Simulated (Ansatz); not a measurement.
# Band-structure calculation of Ni2Si

Ni2Si (Pnma, 12 atoms in the cell), computed with DFT PBEsol, scalar-relativistic, plane waves, PAW, no spin polarisation (Ansatz 0.2.0).

The structure derives from an entry of the Crystallography Open Database. Figures and captions count atoms from 1; the log counts them from 0 in places.

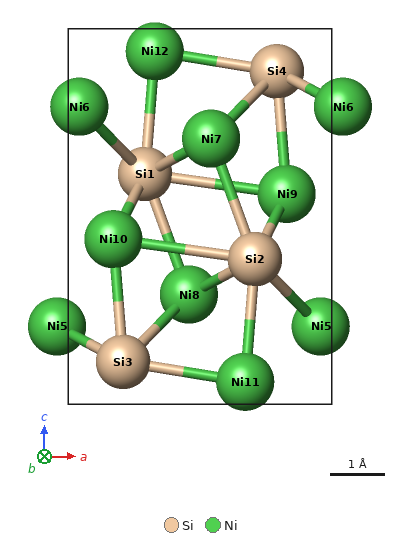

**Figure 1.** The structure (ball-and-stick view of the cell of the calculation, along the b axis; atoms are numbered from 1 in the order of the input). An atom can appear more than once, as a periodic image.

**Input**
```yaml
crystal:
  lattice:
    - [4.9166167608, 0.0, 0.0]
    - [0.0, 3.6976004482, 0.0]
    - [0.0, 0.0, 7.0075876252]
  atoms:
    - { symbol: Si, position: [0.2916112963, 0.75, 0.6133916515] }
    - { symbol: Si, position: [0.7083887037, 0.25, 0.3866083485] }
    - { symbol: Si, position: [0.2083887037, 0.25, 0.1133916515] }
    - { symbol: Si, position: [0.7916112963, 0.75, 0.8866083485] }
    - { symbol: Ni, position: [0.9578150256, 0.75, 0.2074840763] }
    - { symbol: Ni, position: [0.0421849744, 0.25, 0.7925159237] }
    - { symbol: Ni, position: [0.5421849744, 0.25, 0.7074840763] }
    - { symbol: Ni, position: [0.4578150256, 0.75, 0.2925159237] }
    - { symbol: Ni, position: [0.8285234446, 0.75, 0.5603073524] }
    - { symbol: Ni, position: [0.1714765554, 0.25, 0.4396926476] }
    - { symbol: Ni, position: [0.6714765554, 0.25, 0.0603073524] }
    - { symbol: Ni, position: [0.3285234446, 0.75, 0.9396926476] }
basis:
  ecutwfc: 420
kpoints:
  mp_grid: { grid: [8, 10, 6] }
  band_path:
    path:
      - [[0.0, 0.0, 0.0], [0.5, 0.0, 0.0], [0.5, 0.5, 0.0], [0.0, 0.5, 0.0], [0.0, 0.0, 0.0], [0.0, 0.0, 0.5], [0.5, 0.0, 0.5], [0.5, 0.5, 0.5], [0.0, 0.5, 0.5], [0.0, 0.0, 0.5]]
      - [[0.5, 0.0, 0.0], [0.5, 0.0, 0.5]]
      - [[0.0, 0.5, 0.0], [0.0, 0.5, 0.5]]
      - [[0.5, 0.5, 0.0], [0.5, 0.5, 0.5]]
    npoints: 10
hamiltonian:
  xc: pbesol
scf:
  occupations: { method: gaussian, width: 0.1 }
  n_extra_bands: 30
output:
  forces: true
  stress: true
  eigenvalues: true
  populations: true
  dos: { projected: true, de: 0.02, nscf_kmesh: { grid: [12, 15, 9] } }
  bader: false
  write_density: true
  write_potential: true
  elf: true
  volumetric_format: npy
```

Run on 2 threads of Intel Xeon @ 2.50GHz (Skylake/Cascade Lake), 32 GiB of memory available, shared host.

Command:
```bash
ansatz run input.yaml --threads 2 --pin off --max-ram 5120MiB --backend cpu --events-out ev --progress --plain --runs-dir out
```

**Log**
```
scf.n_extra_bands = 30 over 80 filled bands (N_el = 160.0): the run solves 110 bands
Engine: ansatz 0.2.0, x86_64-unknown-linux-gnu
Pseudopotentials: kind: paw
Pseudopotential: Si, paw, valence charge 4, recommended cutoff 420 eV (normal), Si.paw.azcp
Pseudopotential: Ni, paw, valence charge 18, recommended cutoff 420 eV (normal), Ni.paw.azcp
Functional definition: PBEsol
  exchange = pbesol_x
  correlation = pbesol_c
Crystal: 12 atoms, lattice volume = 127.396 Å³
Basis set: ecut = 420 eV, 2479 PW (Γ), exchange–correlation on 72×50×96 points (8 copies of the dense FFT grid, shifted against one another)
Bands: 110, of which v1, the nominal top of the filled ones, is band 80 counted from 1 (79 counted from 0)
Symmetry: 8 space group operations
Space group: Pnma (ITA 62), of the structure as read, at distance tolerance 5.0e-5 Å
k-points: 120 of 480
Non-local potential: Si, projectors of the file, l = 0: 2, l = 1: 2, l = 2: 2
Non-local potential: Ni, projectors of the file, l = 0: 3, l = 1: 2, l = 2: 3, l = 3: 1
PAW form: soft (Blöchl's): semilocal exchange-correlation on the pseudo side does not see the compensation charge
PAW frozen core: Si, regenerated for the run's functional, and the local potential with it (the file was generated under x = pbe(κ = 0.804, μ = 0.2195149727645171), c = pbe(β = 0.06672455060314922))
PAW frozen core: Ni, regenerated for the run's functional, and the local potential with it (the file was generated under x = pbe(κ = 0.804, μ = 0.2195149727645171), c = pbe(β = 0.06672455060314922))
PAW one-centre angular grid: Si, 110 points (default); XC on 64 Gauss nodes
PAW one-centre angular grid: Ni, 590 points (default); XC on 64 Gauss nodes
Initial density: superposition of atomic densities (neutral atoms: chi_scale 0, normalization atom), corrected by the library's trained network
Initial wavefunctions: pseudopotential atomic-orbital guess
Functional: x = pbesol(κ = 0.804, μ = 0.12345679012345678), c = pbesol(β = 0.046)
SCF iter   1: F=—  HF=-48933.325495 eV  |F-HF|=—  |Δ(HF+E_count)|=         —  Δρ=2.18e-2  dr2=3.36e-1  ethr=1.77e-3  ⟨swp⟩=5.0  Hψ=49110  notcnv=0  defer=1193
preconditioner: auto → Kerker (q_TF=auto, 2.834 Å⁻¹)  [metal: Δε(μ)=0.013 eV  Ē_g=10.589 eV  σ=0.100 eV  W_gap=0.07  n_scr=52 (ndim 8)  ℏωp=32.2 eV  f_vac=0.000  D(μ)=6.37/eV (n_scr^D=56)]
SCF iter   2: F=—  HF=-48933.274800 eV  |F-HF|=—  |Δ(HF+E_count)|=   5.07e-2  Δρ=6.24e-3  dr2=3.22e-2  ethr=2.10e-4  ⟨swp⟩=3.0  Hψ=25460  notcnv=0  defer=2703
SCF iter   3: F=—  HF=-48933.270767 eV  |F-HF|=—  |Δ(HF+E_count)|=   4.03e-3  Δρ=1.57e-3  dr2=2.89e-3  ethr=2.01e-5  ⟨swp⟩=1.4  Hψ=11783  notcnv=0  defer=2703
SCF iter   4: F=—  HF=-48933.270193 eV  |F-HF|=—  |Δ(HF+E_count)|=   5.74e-4  Δρ=3.05e-4  dr2=1.18e-4  ethr=1.81e-6  ⟨swp⟩=2.1  Hψ=16051  notcnv=0  defer=2703
SCF iter   5: F=—  HF=-48933.270198 eV  |F-HF|=—  |Δ(HF+E_count)|=   5.67e-6  Δρ=1.05e-4  dr2=1.23e-5  ethr=7.40e-8  ⟨swp⟩=2.1  Hψ=17993  notcnv=0  defer=2703
SCF iter   6: F=—  HF=-48933.270150 eV  |F-HF|=—  |Δ(HF+E_count)|=   4.83e-5  Δρ=5.62e-5  dr2=3.88e-6  ethr=7.68e-9  ⟨swp⟩=2.0  Hψ=17291  notcnv=0  defer=2703
SCF iter   7: F=-48933.270150 eV  HF=-48933.270150 eV  |F-HF|=8.20e-8  |Δ(HF+E_count)|=   2.80e-7  Δρ=1.11e-5  dr2=8.43e-8  ethr=6.25e-11  ⟨swp⟩=13.9  Hψ=107370  notcnv=0
SCF 1 converged in 7 iterations: F = -48933.270150 eV  dr2 = 8.43e-8
  greatest PAW one-centre occupation: 1.001 electrons in one spin orbital (limit 2), on the Ni atom at site 7 (counted from 0), in its partial waves of l = 1
```

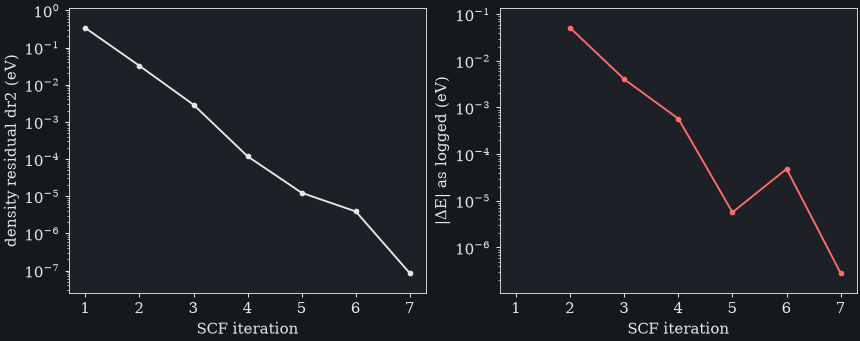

**Figure 2.** Convergence of the self-consistent field: density residual dr2 and size of the energy change against the SCF iteration. The residual falls at every step.

```
NSCF: frozen V_eff on 124 k-points
NSCF: frozen V_eff on 280 k-points
SCF converged after 7 iterations
Free energy (F): -48933.270150 eV
Harris-Foulkes:  -48933.270150 eV  (|F-HF|=8.20e-8)
Internal energy: -48933.238034 eV  (E = F + TS)
E sigma→0 (E₀):  -48933.254092 eV
Entropy (-TS):   -0.032115 eV (-2.676 meV/atom)
Fermi energy:    17.694484 eV
--- Per-component energies (eV) ---
  E_band       = -2222.826919
  E_kinetic    = 2467.429450
  E_local      = -31411.075678  (includes V_loc(G=0)·N_el)
  E_nonlocal   = 5202.725360
  E_hartree    = 13413.909779
  E_xc         = -911.250716
  E_vxc        = -1084.150221  (∫ρ·V_xc dr)
  E_paw        = -14769.958098  (= ΣΔE_a)
  E_vpaw       = -4225.597096  (= ΣTr[D̂ρ^β])
  E_aug_tail   = 0.004182  (compensation charges beyond the density's cutoff)
  E_ewald      = -22926.726867
  E_core_change = 1.704553  (= ΣΔE_core)
  E_smearing   = -0.032115  (= −TS)
  E_closure    = -0.000000  (closes the sum)
  Σ components = -48933.270150   (vs F -48933.270150, Δ=0.00e0)
--- Forces (eV/Å), atoms counted from 1 ---
  atom   1  Si     0.00156119    -0.00000000     0.00064813
  atom   2  Si    -0.00156119     0.00000000    -0.00064813
  atom   3  Si    -0.00156119     0.00000000     0.00064813
  atom   4  Si     0.00156119    -0.00000000    -0.00064813
  atom   5  Ni     0.00067754     0.00000000    -0.00159436
  atom   6  Ni    -0.00067754    -0.00000000     0.00159436
  atom   7  Ni    -0.00067754     0.00000000    -0.00159436
  atom   8  Ni     0.00067754    -0.00000000     0.00159436
  atom   9  Ni     0.00049229     0.00000000    -0.00025222
  atom  10  Ni    -0.00049229    -0.00000000     0.00025222
  atom  11  Ni    -0.00049229     0.00000000    -0.00025222
  atom  12  Ni     0.00049229    -0.00000000     0.00025222
  max |Σ_I F_I| component: 2.17e-19 eV/Å
--- Stress (GPa, compression-positive) ---
        0.003369       0.000000      -0.000000
        0.000000       0.004165       0.000000
       -0.000000       0.000000       0.000297
  P = ⅓ Tr σ = 0.0026 GPa (0.026 kbar)
--- Band table (eV; the first three rows and the last of 120) ---
  k-point 0: bands = ["-85.6389", "-85.6382", "-85.6331", "-85.6331", "-85.4884", "-85.4878", "-85.4792", "-85.4791", "-46.2629", "-46.2593", "-46.2586", "-46.2530", "-46.2221", "-46.2076", "-46.1928", "-46.1805", "-46.1648", "-46.1619", "-46.1345", "-46.1315", "-46.1175", "-46.1160", "-46.1134", "-46.1127", "-46.0679", "-46.0617", "-46.0198", "-46.0184", "-45.9888", "-45.9800", "-45.9377", "-45.9369", "4.7469", "7.3661", "7.4611", "9.4165", "10.8769", "11.3357", "12.0650", "12.4095", "12.7269", "12.9734", "13.0528", "13.0945", "13.3919", "13.4442", "13.6209", "13.6875", "14.0188", "14.1053", "14.2088", "14.3274", "14.4215", "14.4511", "14.8113", "14.9684", "15.0095", "15.1604", "15.3116", "15.3505", "15.4234", "15.4302", "15.6170", "15.7040", "15.7147", "15.7553", "15.7592", "15.9093", "15.9981", "16.0181", "16.0802", "16.2855", "16.2938", "16.4513", "16.4615", "16.5560", "16.7138", "16.7387", "17.0837", "17.5543", "18.4367", "18.6439", "19.4271", "20.0735", "20.1712", "20.6343", "21.2747", "21.2808", "21.9976", "22.4403", "22.9092", "23.0998", "23.9375", "24.0325", "24.3578", "25.5427", "25.5625", "25.5940", "26.3257", "26.7872", "26.8359", "27.5621", "27.9955", "28.0362", "28.1206", "28.2021", "29.0803", "29.1949", "30.2254", "30.5548"]
  k-point 1: bands = ["-85.6388", "-85.6382", "-85.6331", "-85.6331", "-85.4884", "-85.4879", "-85.4792", "-85.4791", "-46.2629", "-46.2604", "-46.2574", "-46.2532", "-46.2214", "-46.2092", "-46.1913", "-46.1810", "-46.1646", "-46.1622", "-46.1343", "-46.1316", "-46.1175", "-46.1162", "-46.1133", "-46.1127", "-46.0675", "-46.0621", "-46.0197", "-46.0186", "-45.9882", "-45.9805", "-45.9377", "-45.9369", "4.8293", "6.6735", "8.1656", "9.4201", "10.9066", "11.4021", "11.8583", "12.3864", "12.7600", "12.7917", "13.1086", "13.2891", "13.3528", "13.4297", "13.5645", "13.7434", "14.0035", "14.0845", "14.1248", "14.2602", "14.4523", "14.6128", "14.7632", "14.9274", "14.9298", "15.1331", "15.3463", "15.3895", "15.4034", "15.4099", "15.6896", "15.7067", "15.7448", "15.7835", "15.8642", "15.9037", "15.9922", "16.0470", "16.0907", "16.2909", "16.3030", "16.4088", "16.4907", "16.5679", "16.7032", "16.9124", "17.0063", "17.5143", "18.2925", "18.5792", "18.9755", "19.4783", "20.9940", "21.2228", "21.2760", "21.3032", "21.8646", "22.4467", "22.6858", "23.3660", "23.9206", "24.1633", "24.3736", "25.2877", "25.4104", "25.5103", "26.2484", "27.0376", "27.0395", "27.1931", "27.3931", "28.0384", "28.2703", "28.4341", "28.5888", "30.3355", "30.3427", "30.3923"]
  k-point 2: bands = ["-85.6387", "-85.6384", "-85.6331", "-85.6331", "-85.4883", "-85.4880", "-85.4792", "-85.4791", "-46.2627", "-46.2615", "-46.2559", "-46.2537", "-46.2195", "-46.2127", "-46.1882", "-46.1825", "-46.1642", "-46.1628", "-46.1337", "-46.1321", "-46.1173", "-46.1165", "-46.1131", "-46.1128", "-46.0664", "-46.0632", "-46.0195", "-46.0188", "-45.9865", "-45.9821", "-45.9375", "-45.9371", "5.0740", "6.0148", "8.8161", "9.3962", "10.9906", "11.4890", "11.6135", "12.2245", "12.7011", "12.8555", "13.0313", "13.1797", "13.4500", "13.5359", "13.5401", "13.8268", "13.9440", "13.9913", "14.0263", "14.1695", "14.5085", "14.6682", "14.8037", "14.8569", "14.9844", "15.0782", "15.3158", "15.3654", "15.4839", "15.5154", "15.6852", "15.7071", "15.7230", "15.8696", "15.9109", "15.9420", "16.0000", "16.1420", "16.1433", "16.2867", "16.3505", "16.3886", "16.5037", "16.6663", "16.7421", "16.8121", "17.3058", "17.4259", "17.5544", "18.6463", "18.8845", "19.0302", "20.9598", "21.0004", "21.7160", "21.9045", "21.9907", "22.4455", "22.7905", "23.9851", "24.0283", "24.3083", "24.5613", "24.7625", "25.1982", "25.3915", "25.9973", "26.2317", "26.2611", "27.5722", "27.5862", "27.7183", "28.0737", "28.9021", "29.5276", "29.6926", "30.4070", "30.9085"]
  k-point 119: bands = ["-85.6356", "-85.6356", "-85.6356", "-85.6356", "-85.4838", "-85.4838", "-85.4838", "-85.4838", "-46.2592", "-46.2592", "-46.2592", "-46.2592", "-46.2041", "-46.2041", "-46.2041", "-46.2041", "-46.1564", "-46.1564", "-46.1564", "-46.1564", "-46.1048", "-46.1048", "-46.1048", "-46.1048", "-46.0375", "-46.0375", "-46.0375", "-46.0375", "-45.9646", "-45.9646", "-45.9646", "-45.9646", "8.3441", "8.3441", "8.3441", "8.3441", "10.3593", "10.3593", "10.3593", "10.3593", "13.1036", "13.1036", "13.1036", "13.1036", "13.5663", "13.5663", "13.5663", "13.5663", "14.1574", "14.1574", "14.1574", "14.1574", "14.5899", "14.5899", "14.5899", "14.5899", "15.0074", "15.0074", "15.0074", "15.0074", "15.4221", "15.4221", "15.4221", "15.4221", "15.6470", "15.6470", "15.6470", "15.6470", "15.8713", "15.8713", "15.8713", "15.8713", "16.2039", "16.2039", "16.2039", "16.2039", "16.9768", "16.9768", "16.9768", "16.9768", "18.1914", "18.1914", "18.1914", "18.1914", "20.3699", "20.3699", "20.3699", "20.3699", "23.2792", "23.2792", "23.2792", "23.2792", "24.6643", "24.6643", "24.6643", "24.6643", "27.7577", "27.7577", "27.7577", "27.7577", "28.3456", "28.3456", "28.3456", "28.3456", "30.0550", "30.0550", "30.0550", "30.0550", "30.8618", "30.8618"]
--- Löwdin populations: 12 sites ---
  site symbol       q [e]
     0     Si      4.4056
     1     Si      4.4056
     2     Si      4.4056
     3     Si      4.4056
     4     Ni     17.5698
     5     Ni     17.5698
     6     Ni     17.5698
     7     Ni     17.5698
     8     Ni     17.5643
     9     Ni     17.5643
    10     Ni     17.5643
    11     Ni     17.5643
  spilling = 0.011507 (of n_electrons = 160.000000)
```

**File populations.tsv**
```
# site	symbol	l	j	q
# orbitals = lowdin
# n_electrons = 160.000000
# spilling = 0.011507
0	Si	0_3S	-	1.346535
0	Si	1_3P	-	3.059054
1	Si	0_3S	-	1.346535
1	Si	1_3P	-	3.059054
2	Si	0_3S	-	1.346535
2	Si	1_3P	-	3.059054
3	Si	0_3S	-	1.346535
3	Si	1_3P	-	3.059054
4	Ni	0_3S	-	1.990528
4	Ni	0_4S	-	0.620318
4	Ni	1_3P	-	5.995391
4	Ni	2_3D	-	8.963592
5	Ni	0_3S	-	1.990528
5	Ni	0_4S	-	0.620318
5	Ni	1_3P	-	5.995391
5	Ni	2_3D	-	8.963592
6	Ni	0_3S	-	1.990528
6	Ni	0_4S	-	0.620318
6	Ni	1_3P	-	5.995391
6	Ni	2_3D	-	8.963592
7	Ni	0_3S	-	1.990528
7	Ni	0_4S	-	0.620318
7	Ni	1_3P	-	5.995391
7	Ni	2_3D	-	8.963592
8	Ni	0_3S	-	1.988368
8	Ni	0_4S	-	0.616475
8	Ni	1_3P	-	5.993940
8	Ni	2_3D	-	8.965505
9	Ni	0_3S	-	1.988368
9	Ni	0_4S	-	0.616475
9	Ni	1_3P	-	5.993940
9	Ni	2_3D	-	8.965505
10	Ni	0_3S	-	1.988368
10	Ni	0_4S	-	0.616475
10	Ni	1_3P	-	5.993940
10	Ni	2_3D	-	8.965505
11	Ni	0_3S	-	1.988368
11	Ni	0_4S	-	0.616475
11	Ni	1_3P	-	5.993940
11	Ni	2_3D	-	8.965505
```

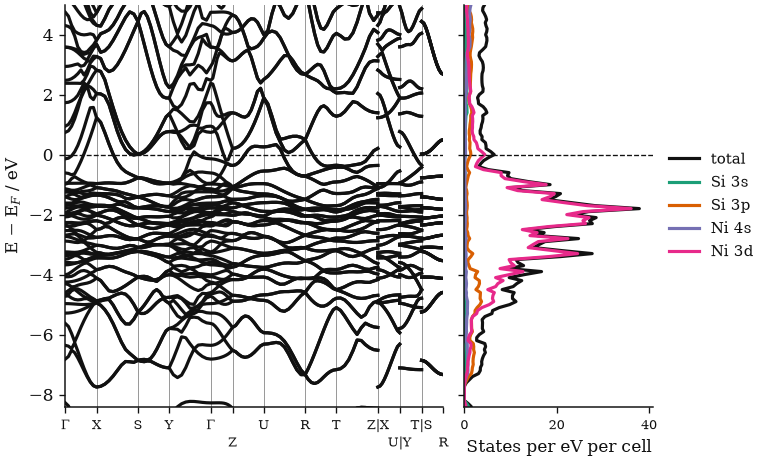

**Figure 3.** Band structure along Γ–X–S–Y–Γ–Z–U–R–T–Z|X–U|Y–T|S–R and density of states (projected on Löwdin-orthogonalised atomic shells), with energies from the Fermi level. Bands cross the Fermi level: a metal at this level of theory.

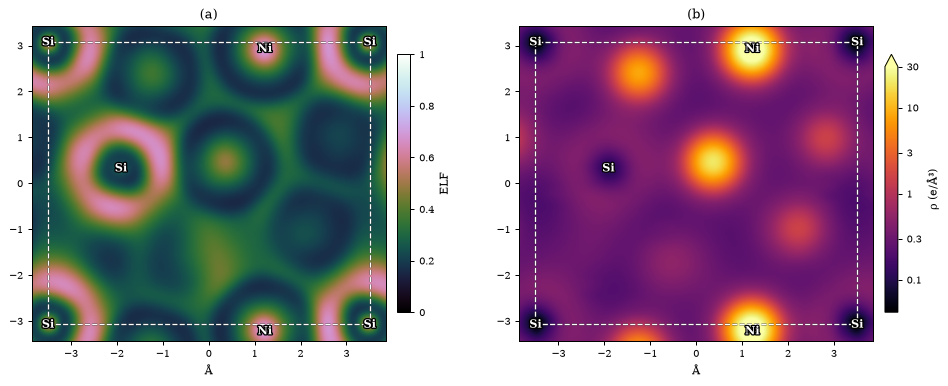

**Figure 4.** (a) electron localisation function; (b) valence charge density (pseudo) on the (110) plane of the conventional cell. Si–Ni (2.29 Å): ρ at the midpoint is about 0.47 e/Å³; the ELF is about 0.45 at the midpoint. Away from the nuclei the density in this plane falls to 0.18 e/Å³ at its lowest. The strong features right at Ni lie inside the PAW spheres (semicore, d or f shells) and say nothing about bonding. In a PAW calculation such maps are meaningful between the atoms, not at the nuclei.

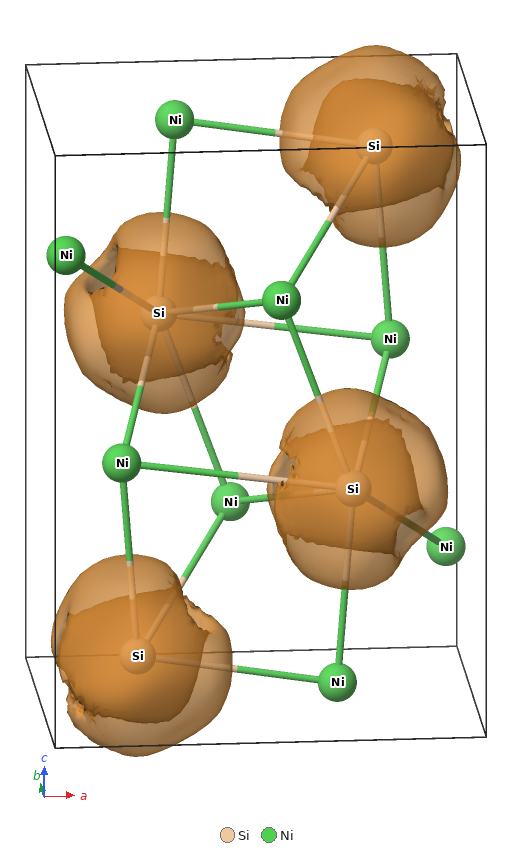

**Figure 5.** Isosurface of the electron localisation function at 0.55 (orange), seen at an oblique angle. Only the valence region is drawn (cores and ρ < 0.01 e/Å³ removed). Sticks mark near contacts. The outline is the cell set on symmetry axes. Profiles from the grid: Si–Ni (2.29 Å): the ELF is about 0.45 at the midpoint. Si–Ni (2.39 Å): the ELF is about 0.45 at the midpoint.

**Summary**

| quantity | value |
| --- | --- |
| outcome | converged |
| space group (tolerance 0.01 Å) | Pnma (62) |
| electrons treated | 160 |
| free energy | −48933.2701 eV |
| Fermi energy | 17.694 eV |
| gap on the k-point mesh | none (metallic) |
| pressure | 0.00 GPa |
| largest force (length of the vector) | 0.002 eV/Å |
| wall time | 3.2 min (CPU time 6.3 min) |
| peak memory | 2.3 GiB |

**Notes**

The run has no spin polarisation, so a magnetic state may lie lower.
